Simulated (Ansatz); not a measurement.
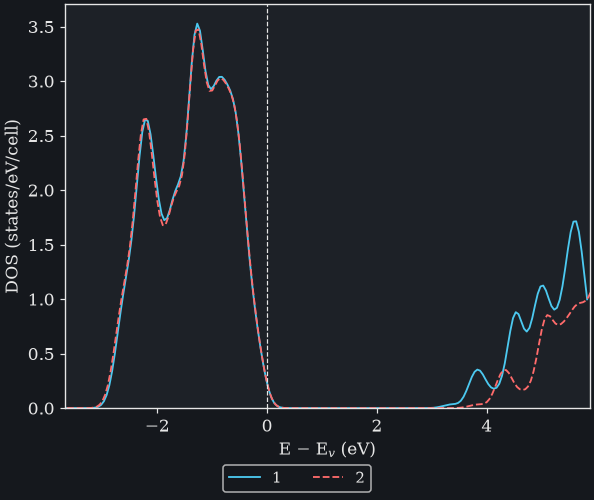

Total densities of states of Li₂S, space group I4/mmm (No. 139), 3 atoms in the cell, antifluorite type, epitaxial (xy) strain +2.5%, by two methods on the same cell. The curves are built from the levels of the k mesh with Gaussians 0.3 eV wide, which also blur the band edges. Each is counted from its own valence-band top.

Q: Which curve is which? The methods: r2SCAN, PBE.

A: 1 is PBE; 2 is r2SCAN. PBE gives a gap of 3.25 eV and r2SCAN gives a gap of 3.73 eV.

Settings. PBE: DFT, PBE, plane waves, PAW, no spin polarisation, 8×8×8 k mesh, 420 eV cutoff (Ansatz 0.2.0). r2SCAN: DFT, r2SCAN, plane waves, PAW, no spin polarisation, 8×8×8 k mesh, 500 eV cutoff (Ansatz).
